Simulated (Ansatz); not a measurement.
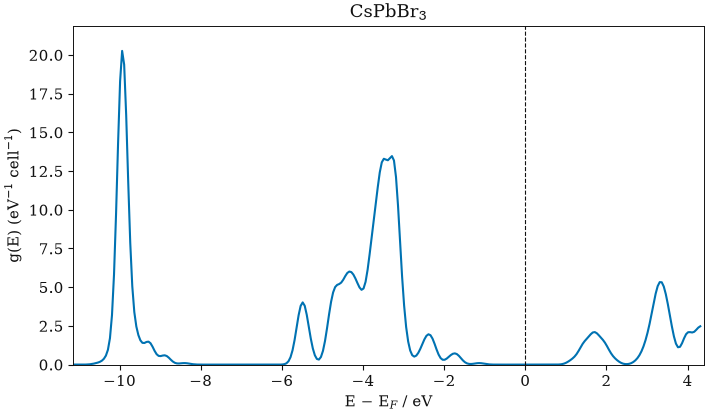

Density of states. Energies are counted from the Fermi level, put mid-gap where there is a gap. The curve is built from the levels of the k mesh with Gaussians 0.3 eV wide, which also blur the band edges.

System: CsPbBr3, space group P4/mmm, 5 atoms in the cell, cubic perovskite type, uniaxial (x) strain +1.0%.

```yaml
crystal:
  lattice:
    - [6.00239, 0.00000, 0.00000]
    - [0.00000, 5.94296, 0.00000]
    - [0.00000, 0.00000, 5.94296]
  atoms:
    - { symbol: Cs, position: [0.00000, 0.00000, 0.00000] }
    - { symbol: Pb, position: [0.50000, 0.50000, 0.50000] }
    - { symbol: Br, position: [0.50000, 0.50000, 0.00000] }
    - { symbol: Br, position: [0.50000, 0.00000, 0.50000] }
    - { symbol: Br, position: [0.00000, 0.50000, 0.50000] }
```

Computed with Ansatz: DFT, HSE06, plane waves, PAW, no spin polarisation, 4×4×4 k mesh, 420 eV cutoff.

Is there a gap at the Fermi level, and how wide?

There is a gap; over the k points computed it is 2.28 eV (direct among those points).

Where is the tallest peak of the filled states in the window?

Within the window shown, the tallest peak of the filled states lies 8.8 eV under the valence-band top, at about 20 states per eV and cell.

Spin-orbit coupling is left out, which matters for Pb.
